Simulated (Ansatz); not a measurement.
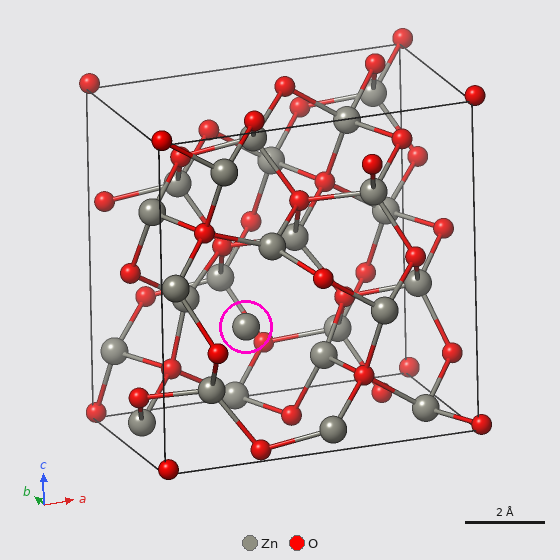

The crystal in a ball-and-stick representation, seen slightly off an axis. Thin lines show the supercell, with boundary atoms drawn in all their periodic places. The host is ZnO, in a cell of 48 sites, and the cell carries a charge of -1. A ring marks the defect's site.

**Spot the defect.**

Zinc on an oxygen site (an antisite). It is bonded to no bonds drawn. Not all metal-metal contacts are counted.

Level of theory and settings: Ansatz 0.2.0, DFT PBE, scalar-relativistic, plane waves, PAW, a kinetic-energy cutoff of 420 eV, k-grid 2×2×2, Gaussian smearing of 0.01 eV, collinear spins.

**Does the defect carry a magnetic moment?**

Yes, 0.5 μB in the cell.

The atoms were relaxed in the host's cell with DFT PBE, scalar-relativistic, plane waves, PAW in Ansatz.
